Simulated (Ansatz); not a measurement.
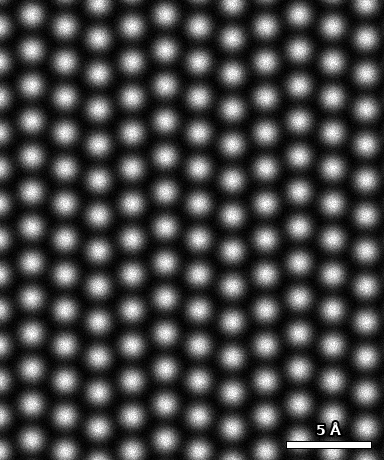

An image along [100] of one of the structures below (computed or model cells, partly hypothetical, each in its standard cell). Simulation: incoherent imaging, intensity Z^1.7 per atom, probe width 1.08 Å, thin sample. Shot noise was added.

A. Co
Space group P6/mmm (No. 191). a = 3.963 Å, b = 3.963 Å, c = 2.439 Å, α = 90.00°, β = 90.00°, γ = 120.00°
| atom | site | symmetry | x | y | z |
| --- | --- | --- | --- | --- | --- |
| Co | 1a | 6/mmm | 0.0000 | 0.0000 | 0.0000 |
| Co | 2d | -6m2 | 0.3333 | 0.6667 | 0.5000 |

B. Co
Space group P6_3/mmc (No. 194). a = 2.472 Å, b = 2.472 Å, c = 8.082 Å, α = 90.00°, β = 90.00°, γ = 120.00°
| atom | site | symmetry | x | y | z |
| --- | --- | --- | --- | --- | --- |
| Co | 2a | -3m. | 0.0000 | 0.0000 | 0.0000 |
| Co | 2c | -6m2 | 0.3333 | 0.6667 | 0.2500 |

C. Co
Space group Pm-3m (No. 221). a = 2.252 Å, b = 2.252 Å, c = 2.252 Å, α = 90.00°, β = 90.00°, γ = 90.00°
| atom | site | symmetry | x | y | z |
| --- | --- | --- | --- | --- | --- |
| Co | 1a | m-3m | 0.0000 | 0.0000 | 0.0000 |

D. Co
Space group Fd-3m:1 (No. 227). a = 4.925 Å, b = 4.925 Å, c = 4.925 Å, α = 90.00°, β = 90.00°, γ = 90.00°
```
atom  site  symmetry       x       y       z
  Co    8b      -43m  0.2500  0.2500  0.7500
```

### Which structure was imaged?

B, Co. Along [100] the projected cells are A 2.44 × 3.43 Å, 90°; B 2.14 × 8.08 Å, 90°; C 2.25 × 2.25 Å, 90°; D 1.74 × 1.74 Å, 90°. The image repeats as B does.

Structure B: the geometry relaxed with DFT, r2SCAN, plane waves (500 eV) with PAW, scalar-relativistic in Ansatz 0.2.0; the starting structure was generated, so it need not be a known form of this composition.
